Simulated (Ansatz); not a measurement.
LiF: single-point calculation

System: LiF (P6₃mc, 4 atoms in the cell).
Method: DFT PBE, scalar-relativistic, plane waves, PAW, no spin polarisation (Ansatz 0.2.0).

The structure derives from a Materials Project entry. It belongs to a series of runs on one base structure; here: structure listed in a database for this formula (P6_3mc, No. 186). Figures and captions count atoms from 1; the log counts them from 0 in places.

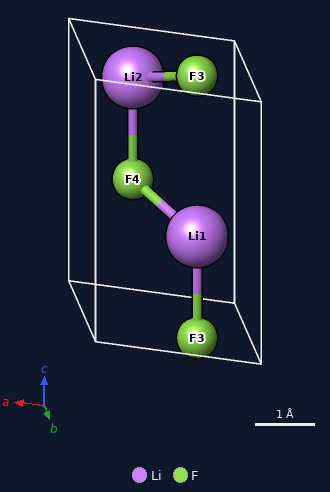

*The structure (ball-and-stick view of the cell of the calculation, seen at an oblique angle; atoms are numbered from 1 in the order of the input).*

Near neighbours in the crystal (not all of them lie inside the picture): Li has 4 F at 1.85 to 1.86 Å; F has 4 Li at 1.85 to 1.86 Å.

### Input
```yaml
crystal:
  lattice:
    - [3.0609398175, 0.0, 0.0]
    - [-1.5304699087, 2.6508516414, 0.0]
    - [0.0, 0.0, 4.80732457]
  atoms:
    - { symbol: Li, position: [0.33333333, 0.66666667, 0.38115426] }
    - { symbol: Li, position: [0.66666667, 0.33333333, 0.88115426] }
    - { symbol: F, position: [0.33333333, 0.66666667, 0.99384374] }
    - { symbol: F, position: [0.66666667, 0.33333333, 0.49384374] }
basis:
  ecutwfc: 420
kpoints:
  mp_grid: { grid: [6, 6, 4] }
hamiltonian:
  xc: pbe
scf:
  occupations: { method: gaussian, width: 0.1 }
  lower_state_search: "off"
output:
  forces: true
  stress: true
  eigenvalues: true
```

Machine: 1 thread of AMD EPYC (Zen 5), 16 GiB of memory available, shared host.

Run as:
```bash
ansatz run input.yaml --threads 1 --pin off --max-ram 2560MiB --backend cpu --events-out ev --progress --plain --runs-dir out
```

### What the program printed
```
Engine: ansatz 0.2.0, x86_64-unknown-linux-gnu
Pseudopotentials: kind: paw
Pseudopotential: Li, paw, valence charge 3, recommended cutoff 420 eV (normal), Li.paw.azcp
Pseudopotential: F, paw, valence charge 7, recommended cutoff 420 eV (normal), F.paw.azcp
Functional definition: PBE
  parameter kappa = 0.804
  parameter beta = 0.06672455060314922
  exchange = pbe_x(kappa = kappa, mu = beta*pi^2/3)
  correlation = pbe_c(beta = beta)
Crystal: 4 atoms, lattice volume = 39.007 Å³
Basis set: ecut = 420 eV, 761 PW (Γ), exchange–correlation on 48×48×72 points (8 copies of the dense FFT grid, shifted against one another)
Bands: 14, of which v1, the nominal top of the filled ones, is band 10 counted from 1 (9 counted from 0)
Symmetry: 12 space group operations
Space group: P63mc (ITA 186), of the structure as read, at distance tolerance 3.4e-5 Å
k-points: 21 of 144 (time reversal used)
Non-local potential: Li, projectors of the file, l = 0: 3, l = 1: 2, l = 2: 1
Non-local potential: F, projectors of the file, l = 0: 2, l = 1: 2, l = 2: 1
PAW form: soft (Blöchl's): semilocal exchange-correlation on the pseudo side does not see the compensation charge
PAW one-centre angular grid: Li, 110 points (default); XC on 64 Gauss nodes
PAW one-centre angular grid: F, 110 points (default); XC on 64 Gauss nodes
Initial density: superposition of atomic densities (neutral atoms: chi_scale 0, normalization atom), corrected by the library's trained network
Initial wavefunctions: pseudopotential atomic-orbital guess
Functional: x = pbe(κ = 0.804, μ = 0.2195149727645171), c = pbe(β = 0.06672455060314922)
SCF iter   1: F=—  HF=-2032.343734 eV  |F-HF|=—  |Δ(HF+E_count)|=         —  Δρ=7.16e-4  dr2=1.10e-4  ethr=1.77e-3  ⟨swp⟩=5.0  Hψ=1385  notcnv=0
preconditioner: auto → none  [insulator: Δε(μ)=7.924 eV  Ē_g=18.981 eV  σ=0.100 eV  W_gap=1.00  n_scr=8 (ndim 8)  ℏωp=23.8 eV  f_vac=0.077  D(μ)=0.00/eV (n_scr^D=0)  ε∞_Penn≈2.6]
SCF iter   2: F=—  HF=-2032.343715 eV  |F-HF|=—  |Δ(HF+E_count)|=   1.96e-5  Δρ=3.27e-4  dr2=2.14e-5  ethr=5.52e-7  ⟨swp⟩=2.0  Hψ=629  notcnv=0
SCF iter   3: F=—  HF=-2032.343920 eV  |F-HF|=—  |Δ(HF+E_count)|=   2.06e-4  Δρ=1.69e-4  dr2=6.09e-6  ethr=1.07e-7  ⟨swp⟩=2.0  Hψ=462  notcnv=0
SCF iter   4: F=—  HF=-2032.343922 eV  |F-HF|=—  |Δ(HF+E_count)|=   1.82e-6  Δρ=1.52e-4  dr2=5.47e-6  ethr=3.05e-8  ⟨swp⟩=2.0  Hψ=462  notcnv=0
SCF iter   5: F=—  HF=-2032.343921 eV  |F-HF|=—  |Δ(HF+E_count)|=   1.41e-6  Δρ=2.28e-5  dr2=1.22e-7  ethr=2.73e-8  ⟨swp⟩=2.0  Hψ=409  notcnv=0
SCF iter   6: F=-2032.343921 eV  HF=-2032.343921 eV  |F-HF|=2.01e-9  |Δ(HF+E_count)|=   1.53e-8  Δρ=2.59e-6  dr2=1.20e-9  ethr=5.00e-10  ⟨swp⟩=5.0  Hψ=1192  notcnv=0
SCF 1 converged in 6 iterations: F = -2032.343921 eV  dr2 = 1.20e-9
  greatest PAW one-centre occupation: 1.000 electrons in one spin orbital (limit 2), on the Li atom at site 1 (counted from 0), in its partial waves of l = 0
```

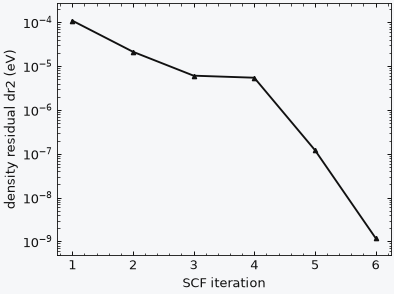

*Convergence of the self-consistent field: density residual dr2 against the SCF iteration.*

The residual falls at every step.

```
SCF converged after 6 iterations
Free energy (F): -2032.343921 eV
Harris-Foulkes:  -2032.343921 eV  (|F-HF|=2.01e-9)
Internal energy: -2032.343921 eV  (E = F + TS)
E sigma→0 (E₀):  -2032.343921 eV
Fermi energy:    3.262784 eV
--- Per-component energies (eV) ---
  E_band       = -263.584734
  E_kinetic    = 461.720694
  E_local      = -1466.314362  (includes V_loc(G=0)·N_el)
  E_nonlocal   = 81.045233
  E_hartree    = 526.763264
  E_xc         = -183.486971
  E_vxc        = -235.298205  (∫ρ·V_xc dr)
  E_paw        = -443.801994  (= ΣΔE_a)
  E_vpaw       = -158.268406  (= ΣTr[D̂ρ^β])
  E_aug_tail   = 0.003960  (compensation charges beyond the density's cutoff)
  E_ewald      = -1008.273745
  E_smearing   = -0.000000  (= −TS)
  E_closure    = -0.000000  (closes the sum)
  Σ components = -2032.343921   (vs F -2032.343921, Δ=0.00e0)
--- Forces (eV/Å), atoms counted from 1 ---
  atom   1  Li    -0.00000000    -0.00000000    -0.00152401
  atom   2  Li     0.00000000     0.00000000    -0.00152401
  atom   3  F      0.00000000     0.00000000     0.00150805
  atom   4  F     -0.00000000    -0.00000000     0.00150805
  max |Σ_I F_I| component: 3.19e-5 eV/Å
--- Stress (GPa, compression-positive) ---
        3.733311       0.000000      -0.000000
       -0.000000       3.733311       0.000000
        0.000000       0.000000       3.327011
  P = ⅓ Tr σ = 3.5979 GPa (35.979 kbar)
--- Band table (eV; the first three rows and the last of 21) ---
  k-point 0: bands = ["-41.0426", "-40.9987", "-20.1614", "-19.9221", "-2.9059", "-1.1712", "-1.1712", "-0.8491", "-0.8491", "-0.6986", "7.2242", "11.5090", "14.7665", "18.0618"]
  k-point 1: bands = ["-41.0362", "-41.0051", "-20.1290", "-19.9600", "-2.6101", "-1.1242", "-1.1242", "-1.0579", "-0.8966", "-0.8966", "7.6964", "10.5115", "15.6740", "18.0878"]
  k-point 2: bands = ["-41.0206", "-41.0206", "-20.0472", "-20.0472", "-1.8638", "-1.8638", "-1.0102", "-1.0102", "-1.0102", "-1.0102", "8.9264", "8.9264", "17.1227", "17.1227"]
  k-point 20: bands = ["-40.9931", "-40.9931", "-19.9430", "-19.9430", "-2.2914", "-2.2914", "-2.0461", "-2.0461", "-1.0796", "-1.0796", "11.9662", "11.9662", "12.9479", "12.9479"]
```

### Summary

```tsv
quantity	value
outcome	converged
space group (tolerance 0.01 Å)	P6₃mc (186)
electrons treated	20
free energy	−2032.3439 eV
Fermi energy	3.263 eV
gap on the k-point mesh	7.92 eV
pressure	3.60 GPa
largest force (length of the vector)	0.002 eV/Å
peak memory	0.4 GiB
```
